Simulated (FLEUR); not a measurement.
# Magnetic state of free-standing triangular Co monolayer, spacing 2.5 A from several starts

Wanted: the moments of free-standing triangular Co monolayer, spacing 2.5 A and the energy of each order that was tried.

Method: PBE; all-electron FLAPW film, Dirac cores, scalar-relativistic bands, in FLEUR MaX-R8.1.

### Step 1. The starting structure

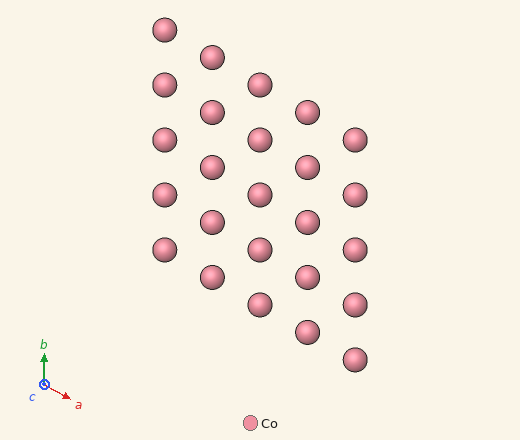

The cell as given, from above (cobalt pink). 4×4×1 cells are drawn. Some periodic images of atoms are drawn too.

The cell holds 1 atom: 1 Co. Its edges and angles: a = 2.500 Å, b = 2.500 Å, c = 14.000 Å, α = 90.0°, β = 90.0°, γ = 120.0°. Model lattice. Vacuum lies along c.

Structure file:

```xyz
1
Lattice="2.5000 0.0000 0.0000 -1.2500 2.1651 0.0000 0.0000 0.0000 14.0000" Properties=species:S:1:pos:R:3
Co    0.0000    0.0000    7.0000
```

### Step 2. Run 1 (ferro +)

The parallel start is the test of whether parallel moments hold.

inpgen writes inp.xml from crystal.txt; cutoffs, mixing, functional, smearing and local orbitals are then set in the file. The k list default-1 (kpts.xml, not shown) is a Γ-centred 12×12×1 mesh; where the ranks do not divide the number of points, some are split in two of half the weight.

Contents of inp.xml:

```
<?xml version="1.0" encoding="UTF-8" standalone="no"?>
<fleurInput fleurInputVersion="0.39">
   <comment>
      Co
   </comment>
   <calculationSetup>
      <cutoffs Kmax="3.66" Gmax="11.0" GmaxXC="11.0" numbands="0"/>
      <scfLoop itmax="120" minDistance="0.00002" maxIterBroyd="15" imix="Anderson" alpha="0.03" precondParam="0.0" spinf="2.0" sdNocoIR="T"/>
      <coreElectrons ctail="T" frcor="F" kcrel="0" coretail_lmax="0"/>
      <xcFunctional name="pbe" relativisticCorrections="F"/>
      <magnetism jspins="2"/>
      <soc l_soc="F" theta="0.0" phi="0.0" spav="F"/>
      <expertModes spex="0" secvar="F"/>
      <geometryOptimization l_f="F" forcealpha="1.0" forcemix="BFGS" epsdisp="0.00001" epsforce="0.00001"/>
      <ldaU l_linMix="F" mixParam="0.05" spinf="1.0"/>
   </calculationSetup>
   <cell>
      <bzIntegration valenceElectrons="17.0" mode="hist" fermiSmearingEnergy="0.00293995">
         <kPointListSelection listName="default-1"/>
         <xi:include xmlns:xi="http://www.w3.org/2001/XInclude" href="kpts.xml"> </xi:include>
      </bzIntegration>
      <xi:include xmlns:xi="http://www.w3.org/2001/XInclude" href="sym.xml"> </xi:include>
      <filmLattice scale="1.0" dVac="5.28" dTilda="7.78">
         <bravaisMatrixFilm>
            <row-1>    4.7243158466893354    -0.0000001241928009</row-1>
            <row-2>   -2.3621578157909053     4.0913776008342477</row-2>
         </bravaisMatrixFilm>
         <vacuumEnergyParameters vacuum="1" spinUp="-.25" spinDown="-.25"/>
      </filmLattice>
   </cell>
   <atomSpecies>
      <species name="Cobalt (Co2.000" element="Co" atomicNumber="27">
         <mtSphere radius="2.24" gridPoints="741" logIncrement="0.016"/>
         <atomicCutoffs lmax="8" lnonsphr="6"/>
         <electronConfig flipSpins="F">
            <coreConfig>(1s1/2) (2s1/2) (2p1/2) (2p3/2)</coreConfig>
            <valenceConfig>(3s1/2) (3p1/2) (3p3/2) (4s1/2) (3d3/2) (3d5/2)</valenceConfig>
            <stateOccupation state="(3d3/2)" spinUp="1.5" spinDown="1.3"/>
            <stateOccupation state="(3d5/2)" spinUp="3.0" spinDown="1.2"/>
         </electronConfig>
         <energyParameters s="4" p="4" d="3" f="4"/>
         <lo type="SCLO" l="0" n="3" eDeriv="0"/>
         <lo type="SCLO" l="1" n="3" eDeriv="0"/>
      </species>
   </atomSpecies>
   <atomGroups>
      <atomGroup species="Cobalt (Co2.000">
         <filmPos label="                   1">.0000000000 .0000000000 .0000000000</filmPos>
         <force calculate="T" relaxXYZ="TTT"/>
      </atomGroup>
   </atomGroups>
   <output dos="F" band="F" slice="F">
      <bandDOS minEnergy="-.5*Htr" maxEnergy="0.5*Htr" sigma="0.015" storeEVData="T"/>
      <plotting iplot="0" polar="F">
         <plot TwoD="T" vec1="  1.0  0.0  0.0" vec2="  0.0  1.0  0.0" vec3="  0.0  0.0  1.0" zero="  0.0  0.0 -0.5" file="plot"/>
      </plotting>
      <moessbauerParams electricFieldGradient="F" isomerShift="F" coreHyperfine="F" valenceHyperfine="F"/>
   </output>
</fleurInput>
```

Contents of crystal.txt:

```
Co
&input film=T cartesian=F /
2.50000028321  -0.00000006572  0.00000000000
-1.25000008469  2.16506378759  0.00000000000
0.00000000000  0.00000000000  1.00000000000
1.8897261246
1.0 1.0 1.0

1
27 0.00000000000  0.00000000000  0.00000000000 : 2.000

&kpt div1=12 div2=12 div3=1 gamma=T /
```

The run is started by

```bash
$ OMP_NUM_THREADS=1 inpgen -f crystal.txt > inpgen.log  # inp.xml is then edited as shown
$ OMP_NUM_THREADS=1 mpirun -n 2 fleur_MPI > fleur.log
```

Log:

```text
Welcome to FLEUR        (www.flapw.de)
      MaX-Release 8.1          (www.max-centre.eu)

 ========== k-point set info ==========
 Selected k-point list: default-1
 k-point list type: mesh
 0 x 0 x 0
 Number of k points: 20

 ------------Calculation Setup---------------------------
 Number of MPI-tasks      :            2
 Number of PE/node        :            2
 Number of OMP-threads    :            1
 k-points in parallel     :            2
 pe's per k-point         :            1
 No of k-point loops      :           10
 Eigenvalue solver        :       lapack
 Number of basis functions:          141
 Approximate size of matrices (H+S) per k-point:         0.000 GB
 --------------------------------------------------------
 Iteration:     1   Distance:      14.66525704 me/bohr^3
 Iteration:     2   Distance:      12.70354910 me/bohr^3
 Iteration:     3   Distance:       7.17651426 me/bohr^3
 Iteration:     4   Distance:      10.58970567 me/bohr^3
 Iteration:     5   Distance:       3.79217053 me/bohr^3
 Iteration:     6   Distance:       3.54233235 me/bohr^3
 Iteration:     7   Distance:       1.64429201 me/bohr^3
 Iteration:     8   Distance:       2.48749145 me/bohr^3
 Iteration:     9   Distance:       2.47549954 me/bohr^3
 Iteration:    10   Distance:       0.40272304 me/bohr^3
 Iteration:    11   Distance:       0.41183335 me/bohr^3
 Iteration:    12   Distance:       0.09303604 me/bohr^3
 Iteration:    13   Distance:       0.08748091 me/bohr^3
 Iteration:    14   Distance:       0.04208068 me/bohr^3
 Iteration:    15   Distance:       0.04204126 me/bohr^3
 Iteration:    16   Distance:       0.04115622 me/bohr^3
 Iteration:    17   Distance:       0.01765436 me/bohr^3
 Iteration:    18   Distance:       0.01399125 me/bohr^3
 Iteration:    19   Distance:       0.00619954 me/bohr^3
 Iteration:    20   Distance:       0.00712333 me/bohr^3
 Iteration:    21   Distance:       0.00469819 me/bohr^3
 Iteration:    22   Distance:       0.00068377 me/bohr^3
 Iteration:    23   Distance:       0.00043546 me/bohr^3
 Iteration:    24   Distance:       0.00013817 me/bohr^3
 Iteration:    25   Distance:       0.00024884 me/bohr^3
 Iteration:    26   Distance:       0.00001186 me/bohr^3

 ********************************************************************
 Run finished successfully
 Stop message:
   all done
 ********************************************************************

--- out.xml (last complete iteration) ---
<iteration numberForCurrentRun="   26" overallNumber="   26">
         <energyParameters units="Htr">
            <atomicEP atomType="1" spin="1" branch="4s" branchLowest="-3.71" branchHighest="1.37" value="-0.2994790575"/>
            <atomicEP atomType="1" spin="1" branch="4p" branchLowest="-2.35" branchHighest="1.97" value="-0.1585117523"/>
            <atomicEP atomType="1" spin="1" branch="3d" branchLowest="-9.99" branchHighest="-0.15" value="-0.2685758492"/>
            <atomicEP atomType="1" spin="1" branch="4f" branchLowest="-9.99" branchHighest="3.17" value="0.1611195316"/>
            <loAtomicEP atomType="1" spin="1" branch="3s" branchLowest="-32.96" branchHighest="-3.71" value="-3.7139219434"/>
            <loAtomicEP atomType="1" spin="1" branch="3p" branchLowest="-28.21" branchHighest="-2.35" value="-2.3642965458"/>
            <vacuumEP vacuum="1" spin="1" vzIR="-0.2673339533" vzInf="0.0000000000" value="-0.2500000000"/>
            <atomicEP atomType="1" spin="2" branch="4s" branchLowest="-3.62" branchHighest="1.42" value="-0.2940315351"/>
            <atomicEP atomType="1" spin="2" branch="4p" branchLowest="-2.26" branchHighest="2.03" value="-0.1574407933"/>
            <atomicEP atomType="1" spin="2" branch="3d" branchLowest="-9.99" branchHighest="-0.07" value="-0.2037649606"/>
            <atomicEP atomType="1" spin="2" branch="4f" branchLowest="-9.99" branchHighest="3.23" value="0.1591167756"/>
            <loAtomicEP atomType="1" spin="2" branch="3s" branchLowest="-32.92" branchHighest="-3.62" value="-3.6297076507"/>
            <loAtomicEP atomType="1" spin="2" branch="3p" branchLowest="-28.18" branchHighest="-2.26" value="-2.2821546958"/>
            <vacuumEP vacuum="1" spin="2" vzIR="-0.2776023865" vzInf="0.0000000000" value="-0.2500000000"/>
         </energyParameters>
         <bandgap value="0.0117846140" units="eV"/>
         <sumValenceSingleParticleEnergies value="-23.5729701363" units="Htr"/>
         <FermiEnergy value="-0.1830141564" units="Htr"/>
         <valenceDensity>
            <mtCharges spin="1">
               <mtCharge atomType="1" total="8.7932914" s="1.1976232" p="3.0863472" d="4.5016636" f="0.0057461"/>
            </mtCharges>
            <mtCharges spin="2">
               <mtCharge atomType="1" total="6.8543691" s="1.1963842" p="3.1183592" d="2.5322204" f="0.0057388"/>
            </mtCharges>
            <spinDependentCharge spin="1" total="9.4238243" interstitial="0.5402667" mtSpheres="8.7932914" vacuum1="0.0451331"/>
            <spinDependentCharge spin="2" total="7.5761759" interstitial="0.6039577" mtSpheres="6.8543691" vacuum1="0.0589245"/>
            <totalCharge value="17.0000002297"/>
         </valenceDensity>
         <coreStates atomType="     1" atomicNumber=" 27" spin="1" kinEnergy="    624.7484503425" eigValSum="   -396.4958763946" lostElectrons=" 0.000000">
            <state n="1" l="0" j="0.5" energy="-278.8964446184" weight="1.0000000000"/>
            <state n="2" l="0" j="0.5" energy="-32.9583552074" weight="1.0000000000"/>
            <state n="2" l="1" j="0.5" energy="-28.5766037896" weight="1.0000000000"/>
            <state n="2" l="1" j="1.5" energy="-28.0322363896" weight="2.0000000000"/>
         </coreStates>
         <coreStates atomType="     1" atomicNumber=" 27" spin="2" kinEnergy="    625.1450821801" eigValSum="   -396.3672445464" lostElectrons=" 0.000000">
            <state n="1" l="0" j="0.5" energy="-278.8967345927" weight="1.0000000000"/>
            <state n="2" l="0" j="0.5" energy="-32.9187800135" weight="1.0000000000"/>
            <state n="2" l="1" j="0.5" energy="-28.5474381489" weight="1.0000000000"/>
            <state n="2" l="1" j="1.5" energy="-28.0021458956" weight="2.0000000000"/>
         </coreStates>
         <allElectronCharges>
            <spinDependentCharge spin="1" total="14.4238243" interstitial="0.5402667" mtSpheres="13.7932914" vacuum1="0.0451331"/>
            <spinDependentCharge spin="2" total="12.5761759" interstitial="0.6039577" mtSpheres="11.8543691" vacuum1="0.0589245"/>
            <totalCharge value="27.0000002301"/>
         </allElectronCharges>
         <magneticMomentsInMTSpheres units="muBohr">
            <globalMagMoment atomType="1" vec="0.00000   0.00000   1.93892"/>
            <localMagMoment atomType="1" vec="0.00000   0.00000   1.93892"/>
         </magneticMomentsInMTSpheres>
         <moessbauerParams unitsHFF="kG" unitsIS="e/bohr^3" unitsEFG="Htr/bohr^2">
         </moessbauerParams>
         <totalEnergy value="    -1393.4185979655" units="Htr">
            <sumOfEigenvalues value="     -816.4360910773">
               <coreElectrons value="-792.8631209410"/>
               <valenceElectrons value="-23.5729701363"/>
            </sumOfEigenvalues>
            <densityCoulombPotentialIntegral value="-2152.9625079724"/>
            <densityEffectivePotentialIntegral value="-2230.3687776094"/>
            <chargeDenXCDenIntegral value="-59.6156309266"/>
            <FockExchangeEnergyValence value="0.0000000000"/>
            <FockExchangeEnergyCore value="0.0000000000"/>
            <atomTypeDependentContributions atomType="1">
               <electronNucleiInteractionDifferentMTs value="1665.7906096384"/>
               <MadelungTerm value="-5.4637899465"/>
            </atomTypeDependentContributions>
            <tkbTimesEntropy value="0.0015411288"/>
            <freeEnergy value="-1393.4201390943"/>
            <extrapolationTo0K value="-1393.4193685299"/>
         </totalEnergy>
         <densityConvergence units="me/bohr^3">
            <chargeDensity spin="1" distance="0.0000029856"/>
            <chargeDensity spin="2" distance="0.0000111019"/>
            <overallChargeDensity distance="0.0000118570"/>
            <spinDensity distance="0.0000111239"/>
         </densityConvergence>
      </iteration>
```

The job ended after 23 s (2 MPI ranks of Arm Neoverse N1, shared host; peak memory 0.11 GiB; 46 s of CPU time).

Spin moment in the muffin-tin sphere by atom:

| atom | spin moment in the muffin-tin sphere (μB) |
| --- | --- |
| Co1 | 1.94 |

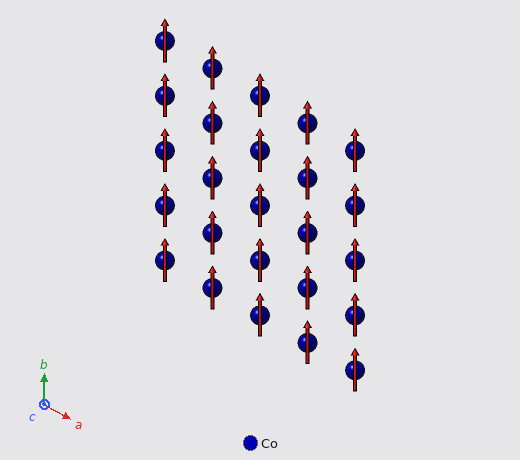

Spin moment in the muffin-tin sphere as arrows, the longest 1.94 μB. Up and down stand for the sign. Arrows give size and sign along the axis of quantisation, drawn up and down the page. 4×4×1 cells are drawn. Some periodic images of atoms are drawn too.

Read from the output:

```yaml
free_energy: -37916.8936 eV
program_s_band_gap_on_this_mesh_in_a_metal_only_a_level_spacing: 0.01178 eV
magnetization: 1.848 μB
final_state: ferromagnetic
```

After 26 cycles the largest moment stands at 1.94 μB.

### Step 3. Start 2: antiferro q=(0,1/2,0) +-

Reversing part of the moments tests the sign of the couplings between them.

This order needs a doubled cell of 2 atoms. The mesh is halved along the doubled vector, so that both cells sample the same points. The k list default-1 (kpts.xml, not shown) is a Γ-centred 12×6×1 mesh.

Edit inp.xml of step 2 so:

```diff
@@ -17,3 +17,3 @@
    <cell>
-      <bzIntegration valenceElectrons="17.0" mode="hist" fermiSmearingEnergy="0.00293995">
+      <bzIntegration valenceElectrons="34.0" mode="hist" fermiSmearingEnergy="0.00293995">
          <kPointListSelection listName="default-1"/>
@@ -24,4 +24,4 @@
          <bravaisMatrixFilm>
-            <row-1>    4.7243158466893354    -0.0000001241928009</row-1>
-            <row-2>   -2.3621578157909053     4.0913776008342477</row-2>
+            <row-1>    4.7243153114999998     0.0000000000000000</row-1>
+            <row-2>   -4.7243153114999998     8.1827560044619485</row-2>
          </bravaisMatrixFilm>
@@ -44,2 +44,15 @@
       </species>
+      <species name="Cobalt (Co-2.000" element="Co" atomicNumber="27">
+         <mtSphere radius="2.24" gridPoints="741" logIncrement="0.016"/>
+         <atomicCutoffs lmax="8" lnonsphr="6"/>
+         <electronConfig flipSpins="F">
+            <coreConfig>(1s1/2) (2s1/2) (2p1/2) (2p3/2)</coreConfig>
+            <valenceConfig>(3s1/2) (3p1/2) (3p3/2) (4s1/2) (3d3/2) (3d5/2)</valenceConfig>
+            <stateOccupation state="(3d3/2)" spinUp="1.3" spinDown="1.5"/>
+            <stateOccupation state="(3d5/2)" spinUp="1.2" spinDown="3.0"/>
+         </electronConfig>
+         <energyParameters s="4" p="4" d="3" f="4"/>
+         <lo type="SCLO" l="0" n="3" eDeriv="0"/>
+         <lo type="SCLO" l="1" n="3" eDeriv="0"/>
+      </species>
    </atomSpecies>
@@ -48,2 +61,6 @@
          <filmPos label="                   1">.0000000000 .0000000000 .0000000000</filmPos>
+         <force calculate="T" relaxXYZ="TTT"/>
+      </atomGroup>
+      <atomGroup species="Cobalt (Co-2.000">
+         <filmPos label="                   2">.0000000000 1.000/2.000 .0000000000</filmPos>
          <force calculate="T" relaxXYZ="TTT"/>
```

Contents of crystal.txt:

```
Co
&input film=T cartesian=F /
2.50000000000  0.00000000000  0.00000000000
-2.50000000000  4.33012800000  0.00000000000
0.00000000000  0.00000000000  1.00000000000
1.8897261246
1.0 1.0 1.0

2
27 0.00000000000  0.00000000000  0.00000000000 : 2.000
27 0.00000000000  0.50000000000  0.00000000000 : -2.000

&kpt div1=12 div2=6 div3=1 gamma=T /
```

Log:

```text
[banner, memory and clock lines left out]
Welcome to FLEUR        (www.flapw.de)
      MaX-Release 8.1          (www.max-centre.eu)

 ========== k-point set info ==========
 Selected k-point list: default-1
 k-point list type: mesh
 12 x 6 x 1
 Number of k points: 38

 [... set-up left out ...]
 Iteration:     1   Distance:      17.06113629 me/bohr^3
 Iteration:     2   Distance:      14.78863301 me/bohr^3
 Iteration:     3   Distance:       8.42114660 me/bohr^3
 Iteration:     4   Distance:       7.46295861 me/bohr^3
 Iteration:     5   Distance:       3.74590659 me/bohr^3
 Iteration:     6   Distance:       3.68375589 me/bohr^3
 Iteration:     7   Distance:       5.33329953 me/bohr^3
 Iteration:     8   Distance:       3.00523927 me/bohr^3
[... lines left out ...]
[... 100 iterations left out ...]
[... lines left out ...]
 Iteration:   115   Distance:       0.00030301 me/bohr^3
 Iteration:   116   Distance:       0.00029695 me/bohr^3
 Iteration:   117   Distance:       0.00025503 me/bohr^3
 Iteration:   118   Distance:       0.00031200 me/bohr^3
 Iteration:   119   Distance:       0.00032900 me/bohr^3
 Iteration:   120   Distance:       0.00033153 me/bohr^3

 ********************************************************************
 Run finished successfully
 Stop message:
   all done
 ********************************************************************

--- out.xml (last complete iteration) ---
<iteration numberForCurrentRun="  120" overallNumber="  120">
         [... left out ...]
         <bandgap value="0.0000000002" units="eV"/>
         <sumValenceSingleParticleEnergies value="-47.0901634972" units="Htr"/>
         <FermiEnergy value="-0.1864116310" units="Htr"/>
         [... left out ...]
         <magneticMomentsInMTSpheres units="muBohr">
            <globalMagMoment atomType="1" vec="0.00000   0.00000   1.70717"/>
            <globalMagMoment atomType="2" vec="0.00000   0.00000  -1.70717"/>
         </magneticMomentsInMTSpheres>
         [... left out ...]
         <totalEnergy value="    -2786.8138324823" units="Htr">
            <sumOfEigenvalues value="    -1632.8111860469">
               <coreElectrons value="-1585.7210225497"/>
               <valenceElectrons value="-47.0901634972"/>
            </sumOfEigenvalues>
         [... left out ...]
            <freeEnergy value="-2786.8199245868"/>
            <extrapolationTo0K value="-2786.8168785346"/>
         </totalEnergy>
         <densityConvergence units="me/bohr^3">
            <chargeDensity spin="1" distance="0.0002031036"/>
            <chargeDensity spin="2" distance="0.0002368207"/>
            <overallChargeDensity distance="0.0003315312"/>
            <spinDensity distance="0.0002911311"/>
         </densityConvergence>
      </iteration>
```

The job ended after 5.9 min (2 MPI ranks; peak memory 0.25 GiB).

The run stopped without converging, so none of its numbers is a property of the system.

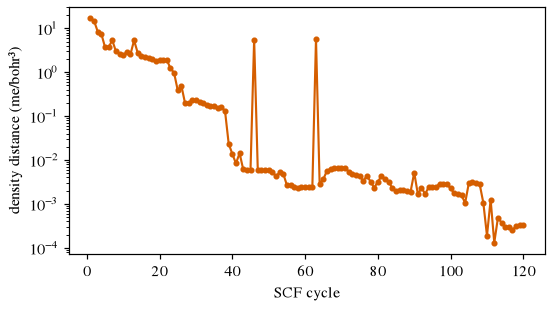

Distance of input and output densities by cycle.

After 120 cycles the density distance stands at 3.3e-4 me/bohr³, above the threshold of 2e-05.

(Continued in part 2 of 2.)

[Logs and program files are shortened in this print: banners, set-up blocks, solver, clock and traceback lines can be left out without a mark of their own.]

[Logs are printed without paths, hosts, clocks, repeated set-up lines and the standing remarks that a program may print on its own settings, such as how far it seeks lower states.]

[Hosts, paths, dates, database ids (printed as entryN), source tags and the programs' standing remarks are cut or masked in the printed files.]

[Where a cell is said to come from a database of computed structures, the database is the Materials Project.]
